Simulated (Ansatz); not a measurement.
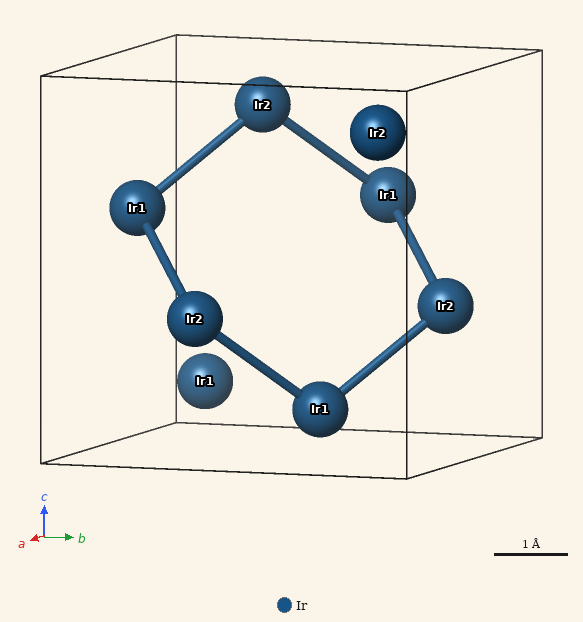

**Figure 1.** The structure as given in the input (ball-and-stick view of the cell 4 times as large as that of the calculation, set on its symmetry axes, seen slightly off an axis; atoms are numbered from 1 in the order of the input).

**Two runs on Ir**

System: Ir (Fd-3m, 2 atoms in the cell).
Method of the first run: DFT, RPBE, plane waves (420 eV) with PAW, scalar-relativistic, no spin polarisation (Ansatz 0.2.0).

Text and figures count atoms from 1; the logs count them from 0 in places.

The input, the first run:
```yaml
crystal:
  lattice:
    - [0.0, 2.6829885531, 2.6829885531]
    - [2.6829885531, 0.0, 2.6829885531]
    - [2.6829885531, 2.6829885531, 0.0]
  atoms:
    - { symbol: Ir, position: [0.125, 0.125, 0.125] }
    - { symbol: Ir, position: [0.875, 0.875, 0.875] }
hamiltonian:
  xc: rpbe
  pseudopotentials:
    kind: paw
    azcp:
      Ir: "pseudopotentials/Ir.paw.azcp"
basis:
  ecutwfc: 420
  fft_grid_basis: typed
kpoints:
  mp_grid: { grid: [11, 11, 11], shift: [0, 0, 0] }
magnetization:
  spin_polarized: false
scf:
  occupations: { method: fermi_dirac, width: 0.1 }
  lower_state_search: "off"
output:
  stress: true
```

Hardware: 2 threads of an Arm (aarch64) CPU, shared host.

Output, shortened to warnings, some set-up lines, iterations and results (the first run):
```
Basis set: ecut = 420 eV, 749 PW (Γ)
Symmetry: 48 space group operations
k-points: 56 of 1331
Initial density: superposition of atomic densities (neutral atoms: chi_scale 0, normalization atom), corrected by the library's trained network
[...]
SCF iter   1: F=—  HF=-23895.242486 eV  |F-HF|=—  |Δ(HF+E_count)|=         —  Δρ=1.26e-2  dr2=4.20e-2  ethr=1.77e-3  ⟨swp⟩=5.2  Hψ=4947  notcnv=0
SCF iter   2: F=—  HF=-23895.237146 eV  |F-HF|=—  |Δ(HF+E_count)|=   5.34e-3  Δρ=6.54e-3  dr2=1.20e-2  ethr=1.24e-4  ⟨swp⟩=1.0  Hψ=1638  notcnv=0
SCF iter   3: F=—  HF=-23895.235790 eV  |F-HF|=—  |Δ(HF+E_count)|=   1.36e-3  Δρ=9.11e-4  dr2=3.39e-4  ethr=3.54e-5  ⟨swp⟩=2.0  Hψ=1696  notcnv=0
SCF iter   4: F=—  HF=-23895.235798 eV  |F-HF|=—  |Δ(HF+E_count)|=   7.45e-6  Δρ=2.34e-4  dr2=3.24e-5  ethr=9.97e-7  ⟨swp⟩=2.1  Hψ=1624  notcnv=0
SCF iter   5: F=—  HF=-23895.235808 eV  |F-HF|=—  |Δ(HF+E_count)|=   9.62e-6  Δρ=7.12e-5  dr2=1.53e-6  ethr=9.53e-8  ⟨swp⟩=2.0  Hψ=1674  notcnv=0
SCF iter   6: F=—  HF=-23895.235810 eV  |F-HF|=—  |Δ(HF+E_count)|=   2.96e-6  Δρ=2.39e-5  dr2=1.63e-7  ethr=4.51e-9  ⟨swp⟩=2.0  Hψ=1682  notcnv=0
SCF iter   7: F=-23895.235811 eV  HF=-23895.235811 eV  |F-HF|=7.85e-9  |Δ(HF+E_count)|=   5.31e-7  Δρ=3.51e-6  dr2=2.88e-9  ethr=2.94e-10  ⟨swp⟩=4.1  Hψ=3850  notcnv=0
SCF 1 converged in 7 iterations: F = -23895.235811 eV  dr2 = 2.88e-9
SCF converged after 7 iterations
Free energy (F): -23895.235811 eV
Harris-Foulkes:  -23895.235811 eV  (|F-HF|=7.85e-9)
Internal energy: -23895.179683 eV  (E = F + TS)
E sigma→0 (E₀):  -23895.207747 eV
Entropy (-TS):   -0.056128 eV (-28.064 meV/atom)
Fermi energy:    17.955235 eV
--- Per-component energies (eV) ---
  E_band       = -440.665451
  E_kinetic    = 1246.669049
  E_local      = -3431.204942  (includes V_loc(G=0)·N_el)
  E_nonlocal   = 148.024088
  E_hartree    = 1329.275038
  E_xc         = -535.246531
  E_vxc        = -598.263056  (∫ρ·V_xc dr)
  E_paw        = -18474.988601  (= ΣΔE_a)
  E_vpaw       = -464.439263  (= ΣTr[D̂ρ^β])
  E_aug_tail   = 0.000148  (compensation charges beyond the density's cutoff)
  E_ewald      = -4177.644888
  E_core_change = -0.063044  (= ΣΔE_core)
  E_smearing   = -0.056128  (= −TS)
  E_closure    = 0.000000  (closes the sum)
  Σ components = -23895.235811   (vs F -23895.235811, Δ=0.00e0)
--- Stress (GPa, compression-positive) ---
       30.164506      -0.000000       0.000000
       -0.000000      30.164506       0.000000
        0.000000       0.000000      30.164506
  P = ⅓ Tr σ = 30.1645 GPa (301.645 kbar)
```

For the second run the input was changed thus:
```diff
-    - [0.0, 2.6829885531, 2.6829885531]
-    - [2.6829885531, 0.0, 2.6829885531]
-    - [2.6829885531, 2.6829885531, 0.0]
+    - [0.0, 2.8725384298, 2.8725384298]
+    - [2.8725384298, 0.0, 2.8725384298]
+    - [2.8725384298, 2.8725384298, 0.0]
```

How does the second run compare with the first run?

With the same functional and potentials, the second run lies 151.2 meV per atom lower. The pressure goes from 30.16 to −10.95 GPa. The volume per atom goes from 19.31 to 23.70 Å³. The SCF takes 6 iterations against 7. The plane waves at Γ go from 749 to 941.

Output, shortened to warnings, some set-up lines, iterations and results (the second run):
```
Basis set: ecut = 420 eV, 941 PW (Γ)
Symmetry: 48 space group operations
k-points: 56 of 1331
Initial density: superposition of atomic densities (neutral atoms: chi_scale 0, normalization atom), corrected by the library's trained network
[...]
SCF iter   1: F=—  HF=-23895.534462 eV  |F-HF|=—  |Δ(HF+E_count)|=         —  Δρ=1.01e-2  dr2=1.91e-2  ethr=1.77e-3  ⟨swp⟩=5.3  Hψ=4821  notcnv=0
SCF iter   2: F=—  HF=-23895.538496 eV  |F-HF|=—  |Δ(HF+E_count)|=   4.03e-3  Δρ=2.89e-3  dr2=2.79e-3  ethr=5.62e-5  ⟨swp⟩=2.0  Hψ=2338  notcnv=0
SCF iter   3: F=—  HF=-23895.538261 eV  |F-HF|=—  |Δ(HF+E_count)|=   2.36e-4  Δρ=7.48e-4  dr2=2.76e-4  ethr=8.22e-6  ⟨swp⟩=2.0  Hψ=2058  notcnv=0
SCF iter   4: F=—  HF=-23895.538250 eV  |F-HF|=—  |Δ(HF+E_count)|=   1.01e-5  Δρ=1.64e-4  dr2=1.24e-5  ethr=8.13e-7  ⟨swp⟩=2.0  Hψ=1683  notcnv=0
SCF iter   5: F=—  HF=-23895.538267 eV  |F-HF|=—  |Δ(HF+E_count)|=   1.63e-5  Δρ=2.24e-5  dr2=2.00e-7  ethr=3.65e-8  ⟨swp⟩=2.0  Hψ=1701  notcnv=0
SCF iter   6: F=-23895.538267 eV  HF=-23895.538267 eV  |F-HF|=2.47e-9  |Δ(HF+E_count)|=   5.39e-7  Δρ=2.40e-6  dr2=3.03e-9  ethr=2.94e-10  ⟨swp⟩=4.3  Hψ=3932  notcnv=0
SCF 1 converged in 6 iterations: F = -23895.538267 eV  dr2 = 3.03e-9
SCF converged after 6 iterations
Free energy (F): -23895.538267 eV
Harris-Foulkes:  -23895.538267 eV  (|F-HF|=2.47e-9)
Internal energy: -23895.452172 eV  (E = F + TS)
E sigma→0 (E₀):  -23895.495220 eV
Entropy (-TS):   -0.086095 eV (-43.048 meV/atom)
Fermi energy:    13.453838 eV
--- Per-component energies (eV) ---
  E_band       = -566.898970
  E_kinetic    = 1234.105817
  E_local      = -3846.857791  (includes V_loc(G=0)·N_el)
  E_nonlocal   = 146.543264
  E_hartree    = 1476.575504
  E_xc         = -530.379317
  E_vxc        = -591.464801  (∫ρ·V_xc dr)
  E_paw        = -18473.401644  (= ΣΔE_a)
  E_vpaw       = -462.379985  (= ΣTr[D̂ρ^β])
  E_aug_tail   = 0.000135  (compensation charges beyond the density's cutoff)
  E_ewald      = -3901.975095
  E_core_change = -0.063044  (= ΣΔE_core)
  E_smearing   = -0.086095  (= −TS)
  E_closure    = 0.000000  (closes the sum)
  Σ components = -23895.538267   (vs F -23895.538267, Δ=0.00e0)
--- Stress (GPa, compression-positive) ---
      -10.949670      -0.000000       0.000000
        0.000000     -10.949670       0.000000
       -0.000000      -0.000000     -10.949670
  P = ⅓ Tr σ = -10.9497 GPa (-109.497 kbar)
```

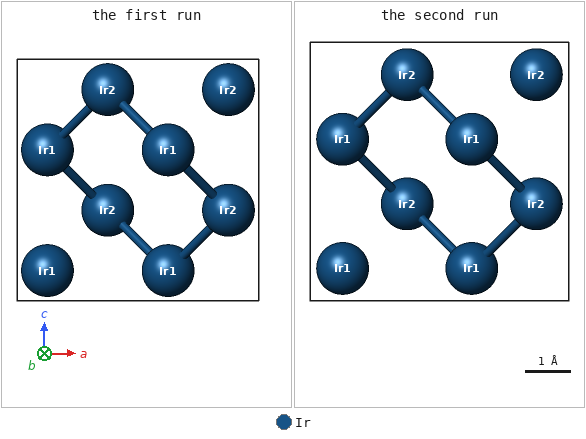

**Figure 2.** The two input geometries at one scale (ball-and-stick view of the cell 4 times as large as that of the calculation, set on its symmetry axes, along the b axis). No atom moves by more than 0.005 Å relative to the cell. Cell: a = b = c 5.366 → 5.745 Å (+7.1 %). Volume +22.7 %. Among the contacts that change: Ir1–Ir2 2.324 → 2.488 Å.

The two runs side by side:

| quantity | the first run | the second run |
| --- | --- | --- |
| outcome | converged | converged |
| free energy per atom (eV) | −11947.6179 | −11947.7691 |
| energy per atom, smearing taken to zero (eV) | −11947.6039 | −11947.7476 |
| pressure (GPa) | 30.16 | −10.95 |
| volume per atom (Å³) | 19.31 | 23.70 |
| SCF iterations | 7 | 6 |
| irreducible k-points | 56 | 56 |
| plane waves at Γ | 749 | 941 |
| wall time (shared host) | 2 s | 2.2 s |

For both runs: Spin–orbit coupling is left out, which matters for Ir. For the first run: The cell is under a pressure of 30 GPa at this level, so it is not at its equilibrium volume. For the second run: The cell is under a tension of 10.9 GPa at this level, so it is not at its equilibrium volume.
